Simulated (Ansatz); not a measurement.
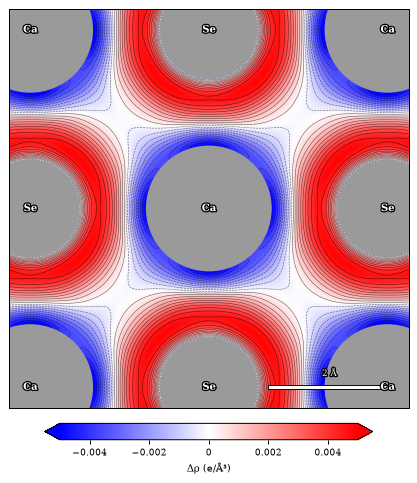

CaSe: difference of two self-consistent densities at the same geometry, ρ(HSE06) − ρ(PBE), on the (001) plane of the conventional cell. Grey discs cover the cores, where the PAW densities can't be compared. Cores are masked to 1.0 Å (Ca) and 0.8 Å (Se).

Space group Fm-3m.

Both runs: Ansatz, scalar-relativistic, plane waves and PAW, same cutoff, k-points and PAW files (made with PBE).

> What differs between the two levels of theory?

Against PBE, and outside the masked cores, the largest gain, 0.005 e/Å³, lies 1.2 Å from a selenium nucleus, and the largest loss lies at the edge of the masked core of Ca. Bader charges are Ca +1.45 and Se −1.45 e with PBE and Ca +1.51 and Se −1.51 e with HSE06. At this volume the pressure is 1 GPa with PBE and roughly 1 GPa with HSE06. The gap on the mesh is 2.03 eV with PBE and 2.97 eV with HSE06.
